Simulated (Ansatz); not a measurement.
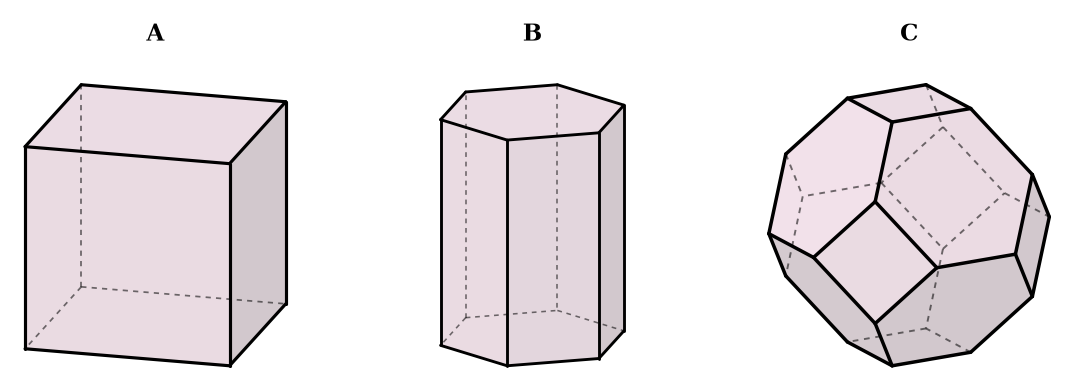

First Brillouin zones computed for the structures below (computed or model cells, partly hypothetical), each scaled to its frame and seen from the same direction (third Cartesian axis up).

**Match each zone to its crystal.**
1. Sr, No. 225, Fm-3m, a = 6.13 Å, b = 6.13 Å, c = 6.13 Å, α = 90.00°, β = 90.00°, γ = 90.00°
2. Cu, No. 191, P6/mmm, a = 4.07 Å, b = 4.07 Å, c = 2.44 Å, α = 90.00°, β = 90.00°, γ = 120.00°
3. Na, No. 223, Pm-3n, a = 6.68 Å, b = 6.68 Å, c = 6.68 Å, α = 90.00°, β = 90.00°, γ = 90.00°

A is 3 (simple cubic, a parallelepiped); B is 2 (primitive hexagonal, a hexagonal prism); C is 1 (face-centred cubic, a truncated octahedron).
